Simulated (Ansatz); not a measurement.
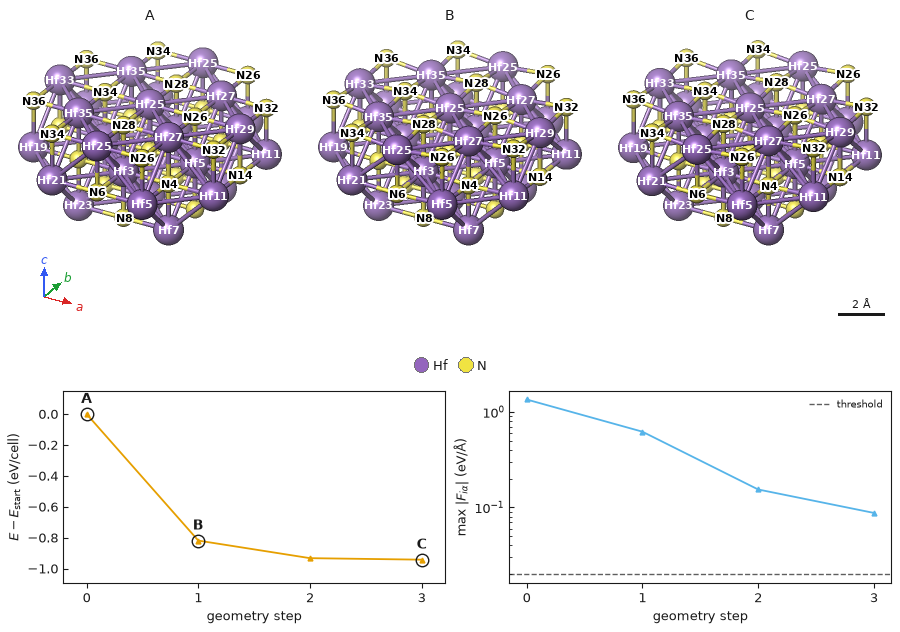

Frames of a constrained relaxation of a slab of composition HfN (cut from the Fm-3m phase), marked on the history of the run. The picture is a ball-and-stick view of the atoms within 5.8 Å of the atom that moves most (axes of the 1 × 2 repeat of the cell, outlined in the plane, without the vacuum (origin shifted)), seen from a free direction.

Case: flat (0 0 1) slab. 12 atoms are held fixed.

Level of theory: DFT PBE, scalar-relativistic, plane waves, PAW in Ansatz. Settings: plane-wave cutoff 420 eV; k-point mesh 3 × 8 × 1; occupations gaussian; smearing width 0.1 eV; no spin polarisation; dipole correction; atoms relaxed in a fixed cell; force threshold 0.02 eV/Å; at most 45 steps.

Q: What happens along the run?

A: The run was cut off at its time limit before the relaxation converged, so the last structure is only a point on the way. After 3 geometry steps the energy has fallen by 0.942 eV per cell of the calculation. Largest force component: 1.4 eV/Å at the start, 0.088 eV/Å at the end. The largest moves, 0.17 Å, are those of Hf atoms. Largest moves by element: Hf 0.17 Å, N 0.10 Å. The lattice vectors keep their values. Near-neighbour distances that change, for instance: Hf–Hf 3.216 → 3.120 Å, Hf–N 2.274 → 2.179 Å, Hf–N 2.274 → 2.364 Å, Hf–N 2.274 → 2.200 Å. Among the angles between lasting bonds that change: Hf–N–Hf 180.0° → 168.6°, Hf–N–Hf 90.0° → 84.3°, Hf–N–Hf 180.0° → 176.8°. From step 0 to 1: Hf atoms move most (0.19 Å), energy −0.818 eV per cell of the calculation. From step 1 to 3: Hf atoms move most (0.03 Å), energy −0.123 eV per cell of the calculation.
